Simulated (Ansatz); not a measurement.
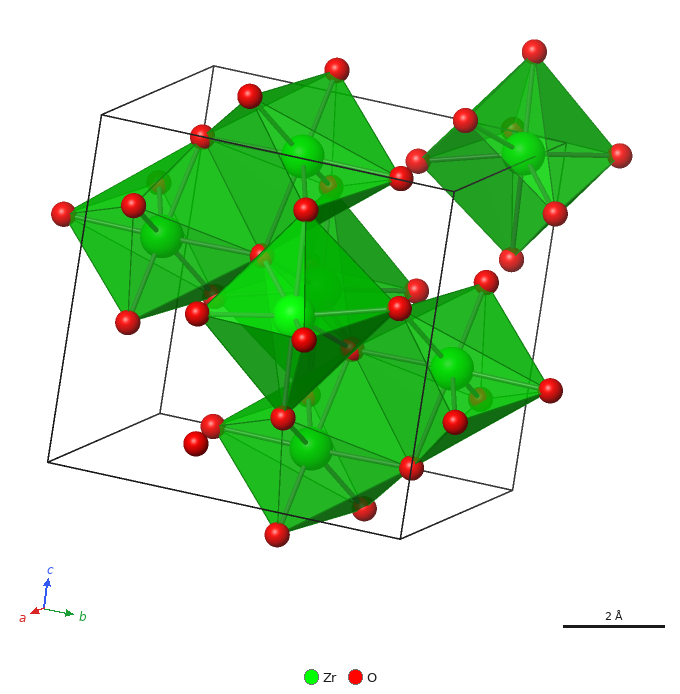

*The structure as given in the input (polyhedral view of the reduced cell, seen slightly off an axis; polyhedra are completed across the faces of the cell).*

**Geometry relaxation of Zr7O16 (charge −3) (part 1 of 3)**

System: Zr7O16 (defect cell, 23 atoms in the cell, total charge −3).
Method: DFT, PBE, plane-wave PAW, default files, scalar-relativistic (Ansatz 0.2.0).

The structure derives from an entry of the Crystallography Open Database. The run did not end well. It belongs to a series of runs on one base structure; here: Zr vacancy, charge -3, ions relaxed.

What the program printed
```
Warning: output.stress: scf.convergence.dr2_threshold = 1e-7 eV (the SCF's general default) is looser than the 2.3e-9 eV advised for a printed stress (1e-10 eV for each atom of the cell: 23). What an SCF threshold leaves in a stress goes as its square root, and in the free energy as the threshold itself, and one threshold admits the most on a small cell: of the crystals measured, under no hybrid functional and no lock of the moments, on runs that ended without the residual-converged pass, on stresses that held no estimate of that error, the worst erred by over 100 MPa in a component at 1e-7 eV an atom and by under 5 at 1e-10. Every solve of this run answers to scf.convergence.dr2_threshold, and the tensor of one is reported: a single SCF on the reported geometry and on this run's grids (its basis.xc_grid and basis.ecutrho_ratio typed), with scf.convergence.dr2_threshold at 2.3e-9 eV or tighter, prints it and tightens no other solve. Else set scf.convergence.dr2_threshold to 2.3e-9 eV or tighter. The threshold is an SCF's pass mark: one that does not reach it within its budget of iterations ends unconverged, or closes short of it on a stop that the run arms, and scf.convergence.dr2_threshold's page says what that costs each kind of run
Zr: output.efg is read without spin–orbit coupling, which moves field gradients at and beside such atoms by some per cent and up to a factor of two; PAW files take it under magnetization.noncollinear and magnetization.spin_orbit
Engine: ansatz 0.2.0, x86_64-unknown-linux-gnu
Pseudopotentials: kind: paw
Pseudopotential: Zr, paw, valence charge 12, recommended cutoff 420 eV (normal), Zr.paw.azcp
Pseudopotential: O, paw, valence charge 6, recommended cutoff 420 eV (normal), O.paw.azcp
Functional definition: PBE
  parameter kappa = 0.804
  parameter beta = 0.06672455060314922
  exchange = pbe_x(kappa = kappa, mu = beta*pi^2/3)
  correlation = pbe_c(beta = beta)
Crystal: 23 atoms, lattice volume = 281.520 Å³
Basis set: ecut = 420 eV, 5507 PW (Γ), exchange–correlation on 100×96×100 points (8 copies of the dense FFT grid, shifted against one another)
Bands: 116, of which v1, the nominal top of the filled ones, is band 92 counted from 1 (91 counted from 0)
Symmetry: 1 space group operations
Space group: P1 (ITA 1), of the structure as read, at distance tolerance 6.6e-5 Å
Magnetic group: BNS 1.1 (UNI 1), of the structure as read, at distance tolerance 6.6e-5 Å
k-points: 14 of 27 (time reversal used)
Non-local potential: Zr, projectors of the file, l = 0: 3, l = 1: 2, l = 2: 2, l = 3: 2
Non-local potential: O, projectors of the file, l = 0: 2, l = 1: 2, l = 2: 1
PAW form: soft (Blöchl's): semilocal exchange-correlation on the pseudo side does not see the compensation charge
PAW one-centre angular grid: Zr, 590 points (default); XC on 64 Gauss nodes
PAW one-centre angular grid: O, 110 points (default); XC on 64 Gauss nodes
Initial density: superposition of atomic densities (chi_scale 0.1, normalization cell, long waves kept (reshape's long-wave potential 0.17 eV rms))
Starting moments: Σ|m| = 3 μB on 6 of 23 sites
Initial wavefunctions: pseudopotential atomic-orbital guess
Functional: x = pbe(κ = 0.804, μ = 0.2195149727645171), c = pbe(β = 0.06672455060314922)
SCF iter   1: F=—  HF=-38359.073222 eV  |F-HF|=—  |Δ(HF+E_count)|=         —  Δρ=4.17e-2 (↑4.17e-2 ↓3.20e-2)  dr2=1.59e1  dr2_m=3.95e-1  M=1.000 μB ∫|m|=1.863 μB  β_m=0.30  ethr=3.10e-3  ⟨swp⟩=6.0  Hψ=11960  notcnv=0  defer=285
Mixer restart at iter 1: flushing history
preconditioner: auto → Resta (q_TF=auto, 2.539 Å⁻¹)  ε∞=6.3  [insulator: Δε(μ)=0.027 eV  Ē_g=10.857 eV  σ=0.010 eV  W_gap=0.59  n_scr=70 (ndim 8)  ℏωp=24.9 eV  f_vac=0.006  D(μ)=2.79/eV (n_scr^D=14)  ε∞_Penn≈6.3]
spin=Collinear: Resta preconditioning applied to the charge; magnetization (m = ρ↑ − ρ↓) channel mixes plain (no charge-response kernel on spin).
SCF iter   2: F=—  HF=-38355.812851 eV  |F-HF|=—  |Δ(HF+E_count)|=    3.26e0  Δρ=2.13e-2 (↑2.13e-2 ↓1.98e-2)  dr2=4.11e0  dr2_m=2.44e-1  M=1.000 μB ∫|m|=1.626 μB  β_m=0.42  ethr=3.10e-3  ⟨swp⟩=2.0  Hψ=4511  notcnv=0  defer=504
SCF iter   3: F=—  HF=-38360.346163 eV  |F-HF|=—  |Δ(HF+E_count)|=    4.53e0  Δρ=1.47e-2 (↑9.33e-3 ↓1.47e-2)  dr2=1.28e0  dr2_m=8.35e-2  M=1.000 μB ∫|m|=1.361 μB  β_m=0.71  ethr=2.25e-3  ⟨swp⟩=2.0  Hψ=3723  notcnv=0  defer=504
SCF iter   4: F=—  HF=-38363.723022 eV  |F-HF|=—  |Δ(HF+E_count)|=    3.38e0  Δρ=5.19e-3 (↑5.19e-3 ↓4.78e-3)  dr2=2.31e-1  dr2_m=5.99e-3  M=1.000 μB ∫|m|=1.184 μB  β_m=0.78  ethr=6.99e-4  ⟨swp⟩=2.0  Hψ=5158  notcnv=0  defer=502
SCF iter   5: F=—  HF=-38363.709036 eV  |F-HF|=—  |Δ(HF+E_count)|=         —  Δρ=3.93e-3 (↑2.51e-3 ↓3.93e-3)  dr2=9.94e-2  dr2_m=4.03e-3  M=1.000 μB ∫|m|=1.144 μB  β_m=0.78  ethr=1.26e-4  ⟨swp⟩=2.0  Hψ=5273  notcnv=0  defer=500
Mixer restart at iter 5: flushing history
SCF iter   6: F=—  HF=-38363.730445 eV  |F-HF|=—  |Δ(HF+E_count)|=   2.14e-2  Δρ=2.06e-3 (↑2.06e-3 ↓1.49e-3)  dr2=2.02e-2  dr2_m=9.53e-4  M=1.000 μB ∫|m|=1.135 μB  β_m=0.71  ethr=5.43e-5  ⟨swp⟩=2.1  Hψ=5238  notcnv=0  defer=500
SCF iter   7: F=—  HF=-38363.734980 eV  |F-HF|=—  |Δ(HF+E_count)|=   4.53e-3  Δρ=4.96e-4 (↑4.96e-4 ↓4.93e-4)  dr2=3.27e-3  dr2_m=1.38e-4  M=1.000 μB ∫|m|=1.132 μB  β_m=0.86  ethr=1.11e-5  ⟨swp⟩=2.1  Hψ=5024  notcnv=0  defer=500
SCF iter   8: F=—  HF=-38363.737029 eV  |F-HF|=—  |Δ(HF+E_count)|=   2.05e-3  Δρ=2.61e-4 (↑1.67e-4 ↓2.61e-4)  dr2=4.29e-4  dr2_m=3.91e-5  M=1.000 μB ∫|m|=1.128 μB  β_m=0.93  ethr=1.79e-6  ⟨swp⟩=2.0  Hψ=4844  notcnv=0  defer=500
SCF iter   9: F=—  HF=-38363.737312 eV  |F-HF|=—  |Δ(HF+E_count)|=   2.83e-4  Δρ=1.27e-4 (↑1.12e-4 ↓1.27e-4)  dr2=1.09e-4  dr2_m=6.86e-6  M=1.000 μB ∫|m|=1.127 μB  β_m=0.86  ethr=2.34e-7  ⟨swp⟩=2.0  Hψ=4869  notcnv=0  defer=500
SCF iter  10: F=—  HF=-38363.737351 eV  |F-HF|=—  |Δ(HF+E_count)|=   3.90e-5  Δρ=6.85e-5 (↑3.51e-5 ↓6.85e-5)  dr2=1.90e-5  dr2_m=2.56e-6  M=1.000 μB ∫|m|=1.127 μB  β_m=0.88  ethr=5.98e-8  ⟨swp⟩=2.0  Hψ=4932  notcnv=0  defer=500
SCF iter  11: F=—  HF=-38363.737362 eV  |F-HF|=—  |Δ(HF+E_count)|=   1.10e-5  Δρ=1.22e-5 (↑1.10e-5 ↓1.22e-5)  dr2=1.33e-6  dr2_m=7.28e-8  M=1.000 μB ∫|m|=1.127 μB  β_m=0.94  ethr=1.04e-8  ⟨swp⟩=2.0  Hψ=4848  notcnv=0  defer=500
SCF iter  12: F=—  HF=-38363.737363 eV  |F-HF|=—  |Δ(HF+E_count)|=   1.28e-6  Δρ=2.81e-5 (↑7.21e-6 ↓2.81e-5)  dr2=3.57e-6  dr2_m=3.64e-7  M=1.000 μB ∫|m|=1.127 μB  β_m=0.88  ethr=7.27e-10  ⟨swp⟩=7.0  Hψ=22120  notcnv=0
SCF iter  13: F=-38363.737363 eV  HF=-38363.737363 eV  |F-HF|=7.16e-8  |Δ(HF+E_count)|=   2.14e-7  Δρ=4.83e-6 (↑2.37e-6 ↓4.83e-6)  dr2=1.16e-7  dr2_m=9.59e-9  M=1.000 μB ∫|m|=1.127 μB  ethr=7.27e-10  ⟨swp⟩=9.0  Hψ=19430  notcnv=0
SCF 1 converged in 13 iterations: F = -38363.737363 eV  dr2 = 1.16e-7
  greatest PAW one-centre occupation: 0.995 electrons in one spin orbital (limit 2), on the Zr atom at site 2 (counted from 0), in its partial waves of l = 0
relax step   1: F+E_penalty+E_count = -38363.73736252 eV  Δ(F+E_penalty+E_count) = +0.000e0 eV  max|allowed force component| = 2.064e0 eV/Å  Δτ_max = 0.0000 Å  (13 SCF iters, dr2 threshold 2.25e-5 eV, accepted)
Initial density: handed on by an earlier stage of this run
Starting moments: Σ|m| = 3 μB on 6 of 23 sites; this step starts from the density that it was given
Initial wavefunctions: those handed on with the density
iter 1 solved again at ethr=9.77e-5 eV; its pass at ethr=3.10e-3 eV (dr2=1.79e-1 eV) is discarded
SCF iter   1: F=—  HF=-38364.970900 eV  |F-HF|=—  |Δ(HF+E_count)|=         —  Δρ=8.93e-3 (↑8.93e-3 ↓8.51e-3)  dr2=1.80e-1  dr2_m=1.02e-1  M=1.000 μB ∫|m|=1.135 μB  β_m=0.30  ethr=9.77e-5  ⟨swp⟩=1.9  Hψ=10804  notcnv=0  defer=512
preconditioner: auto → Kerker (q_TF=auto, 2.539 Å⁻¹)  [metal: Δε(μ)=0.012 eV  Ē_g=16.324 eV  σ=0.010 eV  W_gap=0.28  n_scr=70 (ndim 8)  ℏωp=28.8 eV  f_vac=0.045  D(μ)=5.10/eV (n_scr^D=24)]
spin=Collinear: Kerker preconditioning applied to the charge; magnetization (m = ρ↑ − ρ↓) channel mixes plain (no charge-response kernel on spin).
SCF iter   2: F=—  HF=-38365.068941 eV  |F-HF|=—  |Δ(HF+E_count)|=   9.80e-2  Δρ=6.39e-3 (↑6.39e-3 ↓6.16e-3)  dr2=9.19e-2  dr2_m=5.62e-2  M=1.000 μB ∫|m|=1.130 μB  β_m=0.65  ethr=9.77e-5  ⟨swp⟩=1.9  Hψ=3307  notcnv=0  defer=512
SCF iter   3: F=—  HF=-38365.173796 eV  |F-HF|=—  |Δ(HF+E_count)|=   1.05e-1  Δρ=1.06e-3 (↑7.75e-4 ↓1.06e-3)  dr2=8.14e-3  dr2_m=7.11e-4  M=1.000 μB ∫|m|=1.122 μB  β_m=0.69  ethr=5.02e-5  ⟨swp⟩=2.0  Hψ=5084  notcnv=0  defer=512
SCF iter   4: F=—  HF=-38365.173213 eV  |F-HF|=—  |Δ(HF+E_count)|=   5.83e-4  Δρ=4.11e-4 (↑4.11e-4 ↓4.05e-4)  dr2=2.04e-3  dr2_m=5.33e-5  M=1.000 μB ∫|m|=1.124 μB  β_m=0.81  ethr=4.45e-6  ⟨swp⟩=2.0  Hψ=4966  notcnv=0  defer=512
SCF iter   5: F=—  HF=-38365.173335 eV  |F-HF|=—  |Δ(HF+E_count)|=   1.23e-4  Δρ=2.30e-4 (↑1.37e-4 ↓2.30e-4)  dr2=4.37e-4  dr2_m=2.56e-5  M=1.000 μB ∫|m|=1.125 μB  β_m=0.91  ethr=1.12e-6  ⟨swp⟩=2.0  Hψ=4457  notcnv=0  defer=512
SCF iter   6: F=—  HF=-38365.173484 eV  |F-HF|=—  |Δ(HF+E_count)|=   1.49e-4  Δρ=1.40e-4 (↑1.15e-4 ↓1.40e-4)  dr2=1.41e-4  dr2_m=1.26e-5  M=1.000 μB ∫|m|=1.125 μB  β_m=0.95  ethr=2.39e-7  ⟨swp⟩=2.0  Hψ=4897  notcnv=0  defer=512
SCF iter   7: F=—  HF=-38365.173514 eV  |F-HF|=—  |Δ(HF+E_count)|=   3.03e-5  Δρ=1.10e-4 (↑6.02e-5 ↓1.10e-4)  dr2=7.15e-5  dr2_m=4.18e-6  M=1.000 μB ∫|m|=1.125 μB  β_m=0.96  ethr=5.46e-8  ⟨swp⟩=8.5  Hψ=25209  notcnv=0
iter 8 did not close the SCF: its close was put off for a magnetic moment that had not settled (scf_convergence_deferred on its scf_iter line)
SCF iter   8: F=-38365.173496 eV  HF=-38365.173518 eV  |F-HF|=2.17e-5  |Δ(HF+E_count)|=   3.61e-6  Δρ=8.86e-5 (↑3.73e-5 ↓8.86e-5)  dr2=3.66e-5  dr2_m=4.20e-6  M=1.000 μB ∫|m|=1.125 μB  β_m=0.90  ethr=3.91e-8  ⟨swp⟩=10.0  Hψ=26746  notcnv=0
iter 9 did not close the SCF: its close was put off for a magnetic moment that had not settled (scf_convergence_deferred on its scf_iter line)
SCF iter   9: F=-38365.173508 eV  HF=-38365.173518 eV  |F-HF|=9.81e-6  |Δ(HF+E_count)|=   2.02e-7  Δρ=6.19e-5 (↑1.25e-5 ↓6.19e-5)  dr2=1.64e-5  dr2_m=2.49e-6  M=1.000 μB ∫|m|=1.125 μB  β_m=0.95  ethr=2.00e-8  ⟨swp⟩=7.6  Hψ=23038  notcnv=0
SCF iter  10: F=-38365.173517 eV  HF=-38365.173519 eV  |F-HF|=1.88e-6  |Δ(HF+E_count)|=   6.99e-7  Δρ=2.44e-5 (↑1.11e-5 ↓2.44e-5)  dr2=3.47e-6  dr2_m=2.33e-7  M=1.000 μB ∫|m|=1.125 μB  ethr=8.94e-9  ⟨swp⟩=7.2  Hψ=22276  notcnv=0
SCF 2 converged in 10 iterations: F = -38365.173517 eV  dr2 = 3.47e-6
relax step   2: F+E_penalty+E_count = -38365.17351702 eV  Δ(F+E_penalty+E_count) = -1.436e0 eV  max|allowed force component| = 6.733e-1 eV/Å  Δτ_max = 0.1949 Å  (10 SCF iters, dr2 threshold 1.00e-4 eV, accepted)
SCF iter   1: F=—  HF=-38365.360687 eV  |F-HF|=—  |Δ(HF+E_count)|=         —  Δρ=8.64e-3 (↑7.18e-3 ↓8.64e-3)  dr2=2.63e-1  dr2_m=5.17e-2  M=1.000 μB ∫|m|=1.137 μB  β_m=0.30  ethr=1.01e-3  ⟨swp⟩=4.3  Hψ=8782  notcnv=0  defer=212
preconditioner: auto → Kerker (q_TF=auto, 2.539 Å⁻¹)  [metal: Δε(μ)=0.013 eV  Ē_g=16.370 eV  σ=0.010 eV  W_gap=0.29  n_scr=70 (ndim 8)  ℏωp=28.8 eV  f_vac=0.047  D(μ)=6.47/eV (n_scr^D=46)]
spin=Collinear: Kerker preconditioning applied to the charge; magnetization (m = ρ↑ − ρ↓) channel mixes plain (no charge-response kernel on spin).
SCF iter   2: F=—  HF=-38365.363754 eV  |F-HF|=—  |Δ(HF+E_count)|=   3.07e-3  Δρ=5.91e-3 (↑5.21e-3 ↓5.91e-3)  dr2=1.27e-1  dr2_m=2.70e-2  M=1.000 μB ∫|m|=1.135 μB  β_m=0.61  ethr=1.44e-4  ⟨swp⟩=1.5  Hψ=3794  notcnv=0  defer=500
SCF iter   3: F=—  HF=-38365.378747 eV  |F-HF|=—  |Δ(HF+E_count)|=         —  Δρ=1.93e-3 (↑1.29e-3 ↓1.93e-3)  dr2=2.07e-2  dr2_m=1.95e-3  M=1.000 μB ∫|m|=1.139 μB  β_m=0.61  ethr=6.94e-5  ⟨swp⟩=2.4  Hψ=4919  notcnv=0  defer=502
Mixer restart at iter 3: flushing history
SCF iter   4: F=—  HF=-38365.381878 eV  |F-HF|=—  |Δ(HF+E_count)|=   3.13e-3  Δρ=9.88e-4 (↑7.40e-4 ↓9.88e-4)  dr2=7.03e-3  dr2_m=7.16e-4  M=1.000 μB ∫|m|=1.140 μB  β_m=0.80  ethr=1.13e-5  ⟨swp⟩=2.0  Hψ=4941  notcnv=0  defer=502
SCF iter   5: F=—  HF=-38365.381920 eV  |F-HF|=—  |Δ(HF+E_count)|=   4.16e-5  Δρ=3.39e-4 (↑2.61e-4 ↓3.39e-4)  dr2=1.52e-3  dr2_m=4.17e-5  M=1.000 μB ∫|m|=1.141 μB  β_m=0.84  ethr=3.84e-6  ⟨swp⟩=2.5  Hψ=4968  notcnv=0  defer=502
SCF iter   6: F=—  HF=-38365.381878 eV  |F-HF|=—  |Δ(HF+E_count)|=   4.22e-5  Δρ=2.06e-4 (↑1.03e-4 ↓2.06e-4)  dr2=2.43e-4  dr2_m=3.12e-5  M=1.000 μB ∫|m|=1.142 μB  β_m=0.92  ethr=8.32e-7  ⟨swp⟩=2.0  Hψ=4771  notcnv=0  defer=502
SCF iter   7: F=—  HF=-38365.381940 eV  |F-HF|=—  |Δ(HF+E_count)|=   6.18e-5  Δρ=9.66e-5 (↑4.62e-5 ↓9.66e-5)  dr2=4.86e-5  dr2_m=6.62e-6  M=1.000 μB ∫|m|=1.141 μB  β_m=0.96  ethr=1.33e-7  ⟨swp⟩=2.0  Hψ=4905  notcnv=0  defer=502
SCF iter   8: F=—  HF=-38365.381955 eV  |F-HF|=—  |Δ(HF+E_count)|=   1.50e-5  Δρ=6.07e-5 (↑4.01e-5 ↓6.07e-5)  dr2=2.24e-5  dr2_m=3.72e-6  M=1.000 μB ∫|m|=1.141 μB  β_m=0.98  ethr=2.66e-8  ⟨swp⟩=2.0  Hψ=4774  notcnv=0  defer=502
iter 9 did not close the SCF: its close was put off for a magnetic moment that had not settled (scf_convergence_deferred on its scf_iter line)
SCF iter   9: F=-38365.381946 eV  HF=-38365.381954 eV  |F-HF|=7.78e-6  |Δ(HF+E_count)|=   7.87e-7  Δρ=3.81e-5 (↑2.06e-5 ↓3.81e-5)  dr2=1.21e-5  dr2_m=5.22e-7  M=1.000 μB ∫|m|=1.141 μB  β_m=0.99  ethr=1.22e-8  ⟨swp⟩=8.0  Hψ=23136  notcnv=0
iter 10 did not close the SCF: its close was put off for a magnetic moment that had not settled (scf_convergence_deferred on its scf_iter line)
SCF iter  10: F=-38365.381945 eV  HF=-38365.381954 eV  |F-HF|=8.67e-6  |Δ(HF+E_count)|=   2.01e-8  Δρ=6.22e-5 (↑9.17e-6 ↓6.22e-5)  dr2=1.19e-5  dr2_m=2.45e-6  M=1.000 μB ∫|m|=1.141 μB  β_m=1.00  ethr=6.64e-9  ⟨swp⟩=7.0  Hψ=22349  notcnv=0
iter 11 did not close the SCF: its close was put off for a magnetic moment that had not settled (scf_convergence_deferred on its scf_iter line)
SCF iter  11: F=-38365.381952 eV  HF=-38365.381953 eV  |F-HF|=9.84e-7  |Δ(HF+E_count)|=   3.94e-7  Δρ=1.89e-5 (↑3.43e-6 ↓1.89e-5)  dr2=1.51e-6  dr2_m=2.17e-7  M=1.000 μB ∫|m|=1.141 μB  β_m=1.00  ethr=6.50e-9  ⟨swp⟩=8.0  Hψ=21219  notcnv=0
iter 12 did not close the SCF: its close was put off for a magnetic moment that had not settled (scf_convergence_deferred on its scf_iter line)
SCF iter  12: F=-38365.381951 eV  HF=-38365.381954 eV  |F-HF|=2.52e-6  |Δ(HF+E_count)|=   1.60e-7  Δρ=2.84e-5 (↑4.56e-6 ↓2.84e-5)  dr2=3.08e-6  dr2_m=4.35e-7  M=1.000 μB ∫|m|=1.141 μB  β_m=0.96  ethr=8.24e-10  ⟨swp⟩=7.0  Hψ=20982  notcnv=0
SCF iter  13: F=-38365.381953 eV  HF=-38365.381953 eV  |F-HF|=1.54e-8  |Δ(HF+E_count)|=   1.80e-7  Δρ=3.52e-6 (↑1.68e-6 ↓3.52e-6)  dr2=5.02e-8  dr2_m=8.90e-9  M=1.000 μB ∫|m|=1.141 μB  ethr=8.24e-10  ⟨swp⟩=7.0  Hψ=20574  notcnv=0
SCF 3 converged in 13 iterations: F = -38365.381953 eV  dr2 = 5.02e-8
  greatest PAW one-centre occupation: 0.996 electrons in one spin orbital (limit 2), on the Zr atom at site 5 (counted from 0), in its partial waves of l = 0
relax step   3: F+E_penalty+E_count = -38365.38195332 eV  Δ(F+E_penalty+E_count) = -2.084e-1 eV  max|allowed force component| = 2.834e-1 eV/Å  Δτ_max = 0.2000 Å  (13 SCF iters, dr2 threshold 2.83e-5 eV, accepted)
```
